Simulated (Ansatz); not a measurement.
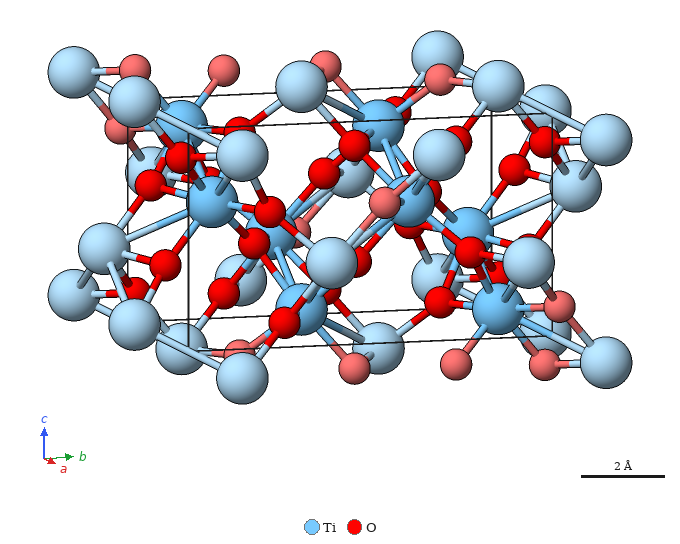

**Figure 1.** The input geometry (ball-and-stick view of the cell of the calculation, seen slightly off an axis; neighbours outside the cell are drawn fainter). Near neighbours in the crystal (not all of them lie inside the picture): Ti has 6 O at 1.92 to 1.99 Å and 3 Ti at 2.94 to 2.97 Å; O has 3 Ti at 1.92 to 1.99 Å.

# TiO2: single-point calculation

System: TiO2 (24 atoms in the cell).
Method: DFT PBEsol, scalar-relativistic, plane waves, PAW, no spin polarisation (Ansatz 0.2.0).

The structure derives from an entry of the Crystallography Open Database. Figures and captions count atoms from 1; the log counts them from 0 in places.

The program's output:
```
Engine: ansatz 0.2.0, x86_64-unknown-linux-gnu
Pseudopotentials: kind: paw
Pseudopotential: Ti, paw, valence charge 12, recommended cutoff 420 eV (normal), Ti.paw.azcp
Pseudopotential: O, paw, valence charge 6, recommended cutoff 420 eV (normal), O.paw.azcp
Functional definition: PBEsol
  exchange = pbesol_x
  correlation = pbesol_c
Crystal: 24 atoms, lattice volume = 257.408 Å³
Basis set: ecut = 420 eV, 5049 PW (Γ), exchange–correlation on 72×128×80 points (8 copies of the dense FFT grid, shifted against one another)
Bands: 120, of which v1, the nominal top of the filled ones, is band 96 counted from 1 (95 counted from 0)
Symmetry: 8 space group operations
Space group: Pbca (ITA 61), of the structure as read, at distance tolerance 6.4e-5 Å
k-points: 18 of 32
Non-local potential: Ti, projectors of the file, l = 0: 3, l = 1: 2, l = 2: 3, l = 3: 1
Non-local potential: O, projectors of the file, l = 0: 2, l = 1: 2, l = 2: 1
PAW form: soft (Blöchl's): semilocal exchange-correlation on the pseudo side does not see the compensation charge
PAW frozen core: Ti, regenerated for the run's functional, and the local potential with it (the file was generated under x = pbe(κ = 0.804, μ = 0.2195149727645171), c = pbe(β = 0.06672455060314922))
PAW frozen core: O, regenerated for the run's functional, and the local potential with it (the file was generated under x = pbe(κ = 0.804, μ = 0.2195149727645171), c = pbe(β = 0.06672455060314922))
PAW one-centre angular grid: Ti, 590 points (default); XC on 64 Gauss nodes
PAW one-centre angular grid: O, 110 points (default); XC on 64 Gauss nodes
Initial density: superposition of atomic densities (neutral atoms: chi_scale 0, normalization atom), corrected by the library's trained network
Initial wavefunctions: pseudopotential atomic-orbital guess
Functional: x = pbesol(κ = 0.804, μ = 0.12345679012345678), c = pbesol(β = 0.046)
SCF iter   1: F=—  HF=-28798.599384 eV  |F-HF|=—  |Δ(HF+E_count)|=         —  Δρ=1.82e-2  dr2=6.87e-1  ethr=1.77e-3  ⟨swp⟩=4.2  Hψ=8098  notcnv=0
preconditioner: auto → Resta (q_TF=auto, 2.598 Å⁻¹)  ε∞=8.7  [insulator: Δε(μ)=1.948 eV  Ē_g=9.433 eV  σ=0.100 eV  W_gap=1.00  n_scr=66 (ndim 8)  ℏωp=26.2 eV  f_vac=0.045  D(μ)=0.00/eV (n_scr^D=0)  ε∞_Penn≈8.7]
SCF iter   2: F=—  HF=-28798.476170 eV  |F-HF|=—  |Δ(HF+E_count)|=   1.23e-1  Δρ=8.12e-3  dr2=1.56e-1  ethr=3.58e-4  ⟨swp⟩=2.0  Hψ=3723  notcnv=0  defer=302
SCF iter   3: F=—  HF=-28798.448561 eV  |F-HF|=—  |Δ(HF+E_count)|=   2.76e-2  Δρ=2.66e-3  dr2=1.42e-2  ethr=8.11e-5  ⟨swp⟩=2.0  Hψ=2852  notcnv=0  defer=140
automatic band count: iteration 3 solves 111 bands in place of 120: the levels show a gap, and the empty bands left out lie too high to hold charge; the band table lists the bands solved (type scf.n_extra_bands for more)
SCF iter   4: F=—  HF=-28798.446098 eV  |F-HF|=—  |Δ(HF+E_count)|=   2.46e-3  Δρ=6.72e-4  dr2=9.45e-4  ethr=7.39e-6  ⟨swp⟩=2.4  Hψ=3406  notcnv=0  defer=140
SCF iter   5: F=—  HF=-28798.446294 eV  |F-HF|=—  |Δ(HF+E_count)|=   1.96e-4  Δρ=2.26e-4  dr2=1.18e-4  ethr=4.92e-7  ⟨swp⟩=2.1  Hψ=2644  notcnv=0  defer=140
SCF iter   6: F=—  HF=-28798.446278 eV  |F-HF|=—  |Δ(HF+E_count)|=   1.68e-5  Δρ=1.08e-4  dr2=3.32e-5  ethr=6.16e-8  ⟨swp⟩=2.0  Hψ=2990  notcnv=0  defer=140
SCF iter   7: F=—  HF=-28798.446753 eV  |F-HF|=—  |Δ(HF+E_count)|=   4.75e-4  Δρ=3.61e-5  dr2=3.13e-6  ethr=1.73e-8  ⟨swp⟩=2.0  Hψ=2746  notcnv=0  defer=140
SCF iter   8: F=—  HF=-28798.446754 eV  |F-HF|=—  |Δ(HF+E_count)|=   7.54e-7  Δρ=6.85e-6  dr2=1.58e-7  ethr=1.63e-9  ⟨swp⟩=2.0  Hψ=2722  notcnv=0  defer=140
SCF iter   9: F=-28798.446754 eV  HF=-28798.446754 eV  |F-HF|=8.17e-9  |Δ(HF+E_count)|=   8.13e-8  Δρ=2.46e-6  dr2=1.59e-8  ethr=5.21e-11  ⟨swp⟩=9.0  Hψ=7640  notcnv=0
SCF 1 converged in 9 iterations: F = -28798.446754 eV  dr2 = 1.59e-8
  greatest PAW one-centre occupation: 0.999 electrons in one spin orbital (limit 2), on the Ti atom at site 7 (counted from 0), in its partial waves of l = 0
SCF converged after 9 iterations
Free energy (F): -28798.446754 eV
Harris-Foulkes:  -28798.446754 eV  (|F-HF|=8.17e-9)
Internal energy: -28798.446754 eV  (E = F + TS)
E sigma→0 (E₀):  -28798.446754 eV
Fermi energy:    9.180332 eV
--- Per-component energies (eV) ---
  E_band       = -1673.285345
  E_kinetic    = 4974.869760
  E_local      = -13086.529043  (includes V_loc(G=0)·N_el)
  E_nonlocal   = 800.928034
  E_hartree    = 5007.672770
  E_xc         = -1947.360059
  E_vxc        = -2478.780967  (∫ρ·V_xc dr)
  E_paw        = -10594.800783  (= ΣΔE_a)
  E_vpaw       = -1899.169151  (= ΣTr[D̂ρ^β])
  E_aug_tail   = 0.040659  (compensation charges beyond the density's cutoff)
  E_ewald      = -13954.947774
  E_core_change = 1.679681  (= ΣΔE_core)
  E_smearing   = -0.000000  (= −TS)
  E_closure    = -0.000000  (closes the sum)
  Σ components = -28798.446754   (vs F -28798.446754, Δ=0.00e0)
--- Forces (eV/Å), atoms counted from 1 ---
  atom   1  Ti     0.31232184     0.62725475     0.26482471
  atom   2  Ti     0.31232184    -0.62725475    -0.26482471
  atom   3  Ti    -0.31232184     0.62725475    -0.26482471
  atom   4  Ti    -0.31232184    -0.62725475     0.26482471
  atom   5  Ti    -0.31232184    -0.62725475    -0.26482471
  atom   6  Ti    -0.31232184     0.62725475     0.26482471
  atom   7  Ti     0.31232184    -0.62725475     0.26482471
  atom   8  Ti     0.31232184     0.62725475    -0.26482471
  atom   9  O     -0.11848290    -0.14191689    -0.12435388
  atom  10  O     -0.11848290     0.14191689     0.12435388
  atom  11  O      0.11848290    -0.14191689     0.12435388
  atom  12  O      0.11848290     0.14191689    -0.12435388
  atom  13  O      0.11848290     0.14191689     0.12435388
  atom  14  O      0.11848290    -0.14191689    -0.12435388
  atom  15  O     -0.11848290     0.14191689    -0.12435388
  atom  16  O     -0.11848290    -0.14191689     0.12435388
  atom  17  O      0.01421590    -0.25611986     0.33177322
  atom  18  O      0.01421590     0.25611986    -0.33177322
  atom  19  O     -0.01421590    -0.25611986    -0.33177322
  atom  20  O     -0.01421590     0.25611986     0.33177322
  atom  21  O     -0.01421590     0.25611986    -0.33177322
  atom  22  O     -0.01421590    -0.25611986     0.33177322
  atom  23  O      0.01421590     0.25611986     0.33177322
  atom  24  O      0.01421590    -0.25611986    -0.33177322
  max |Σ_I F_I| component: 1.11e-16 eV/Å
--- Stress (GPa, compression-positive) ---
        0.218239      -0.000000       0.000000
       -0.000000      -1.910682       0.000000
        0.000000       0.000000      -2.459379
  P = ⅓ Tr σ = -1.3839 GPa (-13.839 kbar)
--- Band table (eV; the first three rows and the last of 18) ---
  k-point 0: bands = ["-48.0547", "-48.0464", "-48.0300", "-48.0217", "-48.0096", "-48.0083", "-47.9888", "-47.9875", "-24.6764", "-24.6495", "-24.6379", "-24.5909", "-24.5854", "-24.5578", "-24.4961", "-24.4616", "-24.4402", "-24.4257", "-24.4221", "-24.3988", "-24.3977", "-24.3732", "-24.3625", "-24.3243", "-24.3161", "-24.3158", "-24.2854", "-24.2834", "-24.2754", "-24.2655", "-24.2639", "-24.2598", "-9.6011", "-8.9463", "-8.8059", "-8.5739", "-8.3435", "-8.3282", "-8.3205", "-8.3104", "-8.0911", "-8.0589", "-8.0097", "-7.9836", "-7.9200", "-7.8486", "-7.7722", "-7.7290", "3.2027", "3.2070", "3.5861", "3.6018", "3.7425", "3.7425", "3.8083", "3.8442", "3.9938", "3.9974", "4.1216", "4.1352", "4.1908", "4.3008", "4.3119", "4.6039", "4.6576", "4.8365", "4.9468", "4.9625", "4.9772", "4.9840", "5.3174", "5.4367", "5.5897", "5.7148", "5.8054", "5.8527", "5.9495", "5.9628", "6.2952", "6.3174", "6.3670", "6.4611", "6.7699", "6.7961", "6.9555", "7.0742", "7.3826", "7.5138", "7.5824", "7.6488", "7.6506", "7.7117", "7.7404", "7.8017", "7.8826", "8.1270", "10.2337", "10.9293", "10.9822", "10.9980", "11.0090", "11.0258", "11.0618", "11.1400", "11.3105", "11.5437", "11.5511", "11.5960", "11.6359", "11.6848", "11.7031"]
  k-point 1: bands = ["-48.0513", "-48.0448", "-48.0340", "-48.0300", "-48.0047", "-48.0020", "-47.9903", "-47.9899", "-24.6723", "-24.6490", "-24.6395", "-24.6247", "-24.5600", "-24.5309", "-24.4930", "-24.4802", "-24.4397", "-24.4364", "-24.4194", "-24.4119", "-24.3882", "-24.3722", "-24.3627", "-24.3370", "-24.3115", "-24.3072", "-24.2940", "-24.2882", "-24.2687", "-24.2622", "-24.2612", "-24.2563", "-9.4456", "-8.9622", "-8.8775", "-8.5764", "-8.4849", "-8.3528", "-8.3517", "-8.2566", "-8.1039", "-8.0226", "-7.9730", "-7.9253", "-7.9077", "-7.8413", "-7.8232", "-7.7657", "3.2975", "3.3607", "3.4545", "3.5160", "3.6224", "3.6465", "3.7705", "4.0564", "4.0691", "4.1978", "4.2019", "4.2386", "4.2522", "4.4511", "4.4699", "4.5415", "4.5535", "4.6785", "5.0012", "5.0215", "5.0317", "5.1922", "5.2641", "5.3377", "5.4731", "5.6393", "5.7728", "5.8431", "5.9698", "6.2838", "6.3185", "6.4384", "6.5181", "6.6247", "6.7634", "6.8669", "6.9745", "7.0069", "7.0716", "7.1550", "7.1926", "7.3543", "7.4303", "7.5811", "7.6448", "7.6449", "7.7459", "7.9604", "10.7777", "10.8632", "10.9786", "11.0025", "11.0565", "11.1272", "11.1394", "11.1816", "11.2146", "11.4118", "11.4227", "11.4636", "11.5953", "11.7454", "11.7667"]
  k-point 2: bands = ["-48.0421", "-48.0421", "-48.0404", "-48.0404", "-47.9964", "-47.9964", "-47.9947", "-47.9947", "-24.6568", "-24.6568", "-24.6441", "-24.6441", "-24.5160", "-24.5160", "-24.5019", "-24.5019", "-24.4417", "-24.4417", "-24.4254", "-24.4254", "-24.3720", "-24.3720", "-24.3577", "-24.3577", "-24.3008", "-24.3008", "-24.2996", "-24.2996", "-24.2620", "-24.2620", "-24.2554", "-24.2554", "-9.0421", "-9.0421", "-8.9563", "-8.9563", "-8.3907", "-8.3907", "-8.2995", "-8.2995", "-7.9964", "-7.9964", "-7.9712", "-7.9712", "-7.8605", "-7.8605", "-7.8320", "-7.8320", "3.3908", "3.3908", "3.4820", "3.4820", "3.7528", "3.7528", "3.7644", "3.7644", "4.1218", "4.1218", "4.2193", "4.2193", "4.3830", "4.3830", "4.5314", "4.5314", "4.8328", "4.8328", "4.8795", "4.8795", "5.5189", "5.5189", "5.5435", "5.5435", "5.5717", "5.5717", "5.9163", "5.9163", "5.9404", "5.9404", "6.0485", "6.0485", "6.3714", "6.3714", "6.6962", "6.6962", "7.0844", "7.0844", "7.0908", "7.0908", "7.2597", "7.2597", "7.4113", "7.4113", "7.4916", "7.4916", "7.5516", "7.5516", "10.8835", "10.8835", "10.9084", "10.9084", "11.1577", "11.1577", "11.1959", "11.1959", "11.4673", "11.4673", "11.5297", "11.5297", "11.6218", "11.6218", "11.8615"]
  k-point 17: bands = ["-48.0298", "-48.0298", "-48.0298", "-48.0298", "-48.0071", "-48.0071", "-48.0071", "-48.0071", "-24.6113", "-24.6113", "-24.6113", "-24.6113", "-24.5638", "-24.5638", "-24.5638", "-24.5638", "-24.4244", "-24.4244", "-24.4244", "-24.4244", "-24.3368", "-24.3368", "-24.3368", "-24.3368", "-24.3098", "-24.3098", "-24.3098", "-24.3098", "-24.2722", "-24.2722", "-24.2722", "-24.2722", "-8.7874", "-8.7874", "-8.7874", "-8.7874", "-8.4071", "-8.4071", "-8.4071", "-8.4071", "-8.0779", "-8.0779", "-8.0779", "-8.0779", "-7.9205", "-7.9205", "-7.9205", "-7.9205", "3.4833", "3.4833", "3.4833", "3.4833", "3.5911", "3.5911", "3.5911", "3.5911", "4.3434", "4.3434", "4.3434", "4.3434", "4.3990", "4.3990", "4.3990", "4.3990", "5.1438", "5.1438", "5.1438", "5.1438", "5.3487", "5.3487", "5.3487", "5.3487", "5.7539", "5.7539", "5.7539", "5.7539", "6.1570", "6.1570", "6.1570", "6.1570", "6.5264", "6.5264", "6.5264", "6.5264", "6.8273", "6.8273", "6.8273", "6.8273", "7.1468", "7.1468", "7.1468", "7.1468", "7.6233", "7.6233", "7.6233", "7.6233", "11.0417", "11.0417", "11.0417", "11.0417", "11.1932", "11.1932", "11.1932", "11.1932", "11.3841", "11.3841", "11.3841", "11.3841", "11.7736", "11.7736", "11.7736"]
```

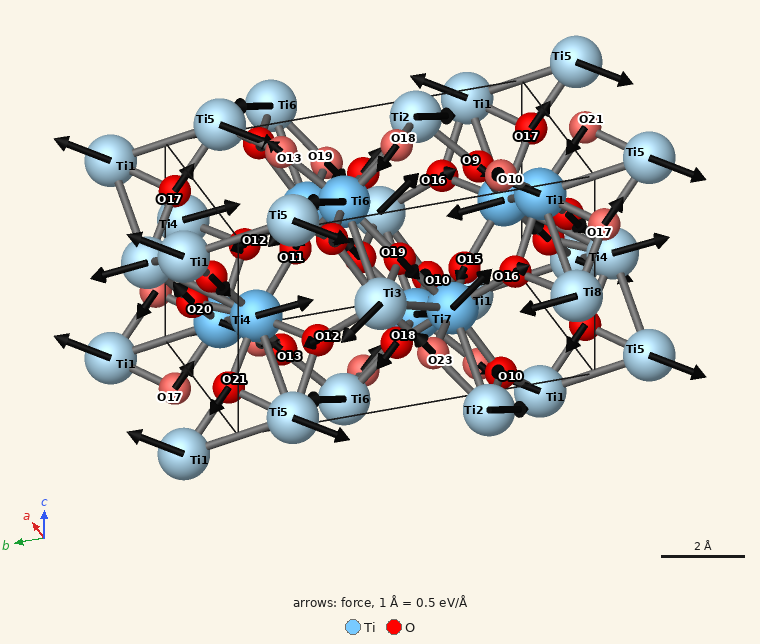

**Figure 2.** Forces on the atoms as black arrows (ball-and-stick view of the cell of the calculation, seen at an oblique angle; neighbours outside the cell are drawn fainter; atoms are numbered from 1 in the order of the input). The largest act on all 8 Ti atoms (0.75 eV/Å); O17, O18, O19, O20, O21, O22 and 2 more (0.42 eV/Å). The geometry is not a stationary point of this energy.

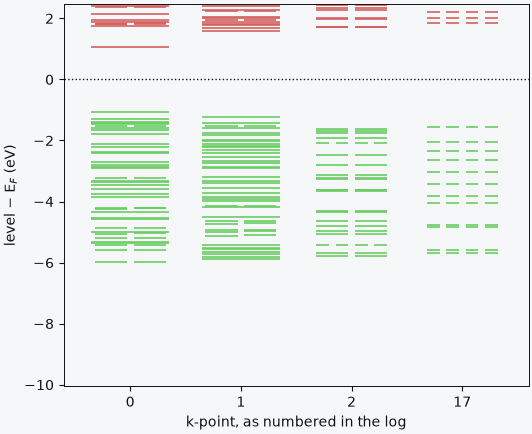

**Figure 3.** Kohn–Sham levels near the Fermi level (dotted) at the few k-points that the log prints; levels within 0.02 eV of each other stand side by side. Among these points the highest filled and lowest empty levels are 2.11 eV apart, which is the gap on the mesh.

This output came from the following input.

The input:
```yaml
crystal:
  lattice:
    - [5.145, 0.0, 0.0]
    - [0.0, 9.185, 0.0]
    - [0.0, 0.0, 5.447]
  atoms:
    - { symbol: Ti, position: [0.127, 0.127, 0.887] }
    - { symbol: Ti, position: [0.627, 0.373, 0.113] }
    - { symbol: Ti, position: [0.873, 0.627, 0.613] }
    - { symbol: Ti, position: [0.373, 0.873, 0.387] }
    - { symbol: Ti, position: [0.873, 0.873, 0.113] }
    - { symbol: Ti, position: [0.373, 0.627, 0.887] }
    - { symbol: Ti, position: [0.127, 0.373, 0.387] }
    - { symbol: Ti, position: [0.627, 0.127, 0.613] }
    - { symbol: O, position: [0.465, 0.23, 0.895] }
    - { symbol: O, position: [0.965, 0.27, 0.105] }
    - { symbol: O, position: [0.535, 0.73, 0.605] }
    - { symbol: O, position: [0.035, 0.77, 0.395] }
    - { symbol: O, position: [0.535, 0.77, 0.105] }
    - { symbol: O, position: [0.035, 0.73, 0.895] }
    - { symbol: O, position: [0.465, 0.27, 0.395] }
    - { symbol: O, position: [0.965, 0.23, 0.605] }
    - { symbol: O, position: [0.82, 0.01, 0.845] }
    - { symbol: O, position: [0.32, 0.49, 0.155] }
    - { symbol: O, position: [0.18, 0.51, 0.655] }
    - { symbol: O, position: [0.68, 0.99, 0.345] }
    - { symbol: O, position: [0.18, 0.99, 0.155] }
    - { symbol: O, position: [0.68, 0.51, 0.845] }
    - { symbol: O, position: [0.82, 0.49, 0.345] }
    - { symbol: O, position: [0.32, 0.01, 0.655] }
basis:
  ecutwfc: 420
kpoints:
  mp_grid: { grid: [4, 2, 4] }
hamiltonian:
  xc: pbesol
scf:
  occupations: { method: gaussian, width: 0.1 }
output:
  forces: true
  stress: true
  eigenvalues: true
```

Command:
```bash
ansatz run input.yaml --threads 8 --pin off --max-ram 22528MiB --backend cpu --events-out ev --progress --plain --runs-dir out
```

Key numbers:

| quantity | value |
| --- | --- |
| outcome | converged |
| space group (tolerance 0.01 Å) | Pbca (61) |
| electrons treated | 192 |
| free energy | −28798.4468 eV |
| Fermi energy | 9.180 eV |
| gap on the k-point mesh | 2.11 eV |
| pressure | −1.38 GPa |
| largest force (length of the vector) | 0.749 eV/Å |
| hardware | 8 threads of Intel Xeon @ 2.70GHz, 189 GiB of memory available, shared host |
| wall time | 9.1 s (CPU time 60 s) |
| peak memory | 1.8 GiB |
